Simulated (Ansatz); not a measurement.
Input

```
crystal:
  lattice:
    - [5.1683093575, 0.0, 0.0]
    - [-2.5841546788, 4.4758871982, 0.0]
    - [0.0, 0.0, 9.8277907052]
  atoms:
    - { symbol: Zn, position: [0.7646500112, 0.3823250056, 0.0833333333] }
    - { symbol: Zn, position: [0.6176749944, 0.3823250056, 0.4166666667] }
    - { symbol: Zn, position: [0.3823250056, 0.7646500112, 0.25] }
    - { symbol: Zn, position: [0.6176749944, 0.2353499888, 0.75] }
    - { symbol: Zn, position: [0.2353499888, 0.6176749944, 0.5833333333] }
    - { symbol: Zn, position: [0.3823250056, 0.6176749944, 0.9166666667] }
    - { symbol: O, position: [0.5979214112, 0.1958428225, 0.25] }
    - { symbol: O, position: [0.1958428225, 0.5979214112, 0.0833333333] }
    - { symbol: O, position: [0.4020785888, 0.5979214112, 0.4166666667] }
    - { symbol: O, position: [0.8041571775, 0.4020785888, 0.5833333333] }
    - { symbol: O, position: [0.5979214112, 0.4020785888, 0.9166666667] }
    - { symbol: O, position: [0.4020785888, 0.8041571775, 0.75] }
basis:
  ecutwfc: 420
kpoints:
  mp_grid: { grid: [6, 6, 4] }
hamiltonian:
  xc: pbe
scf:
  occupations: { method: gaussian, width: 0.02 }
output:
  forces: true
  stress: true
  eigenvalues: true
  write_density: true
  write_potential: true
  elf: true
  volumetric_format: npy
relax:
  adjacent_minimum: "off"
  f_tol: 0.01
  max_steps: 80
  cell: { stress_tol: 0.05 }
```

Command:

```sh
ansatz run input.yaml --threads 1 --pin off --max-ram 2560MiB --backend cpu --events-out ev --progress --plain --runs-dir out
```

Below, planes, directions and counts refer to the conventional cell (a = 5.18 Å, b = 5.18 Å, c = 9.82 Å, α = 90.00°, β = 90.00°, γ = 120.00°).

The fields are those of the relaxed geometry.

Space group P6₁22; a structure generated by program, which may or may not match a known phase.

These are results of DFT PBE, scalar-relativistic, plane waves, PAW in Ansatz, not measurements.

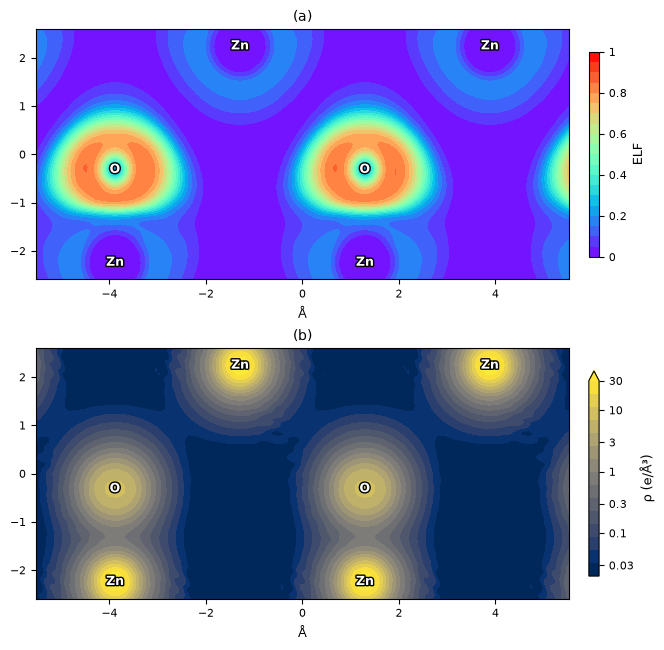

ZnO. (a) ELF; (b) valence pseudo-density on the (001) plane of the conventional cell.

In a PAW calculation such maps are meaningful between the atoms, not at the nuclei.

Describe what can be read from this map.

Answer. Atoms in the plane: Zn and O. Zn–O (1.93 Å): ρ at the midpoint is about 0.67 e/Å³; the ELF peaks at about 0.80 in the valence shell of O, 0.6 Å from its nucleus, and is about 0.25 at the midpoint (no localised pair shows between them). The density dies away to nearly zero in the voids. The ELF also peaks beside O, away from the bonds: lone-pair regions.
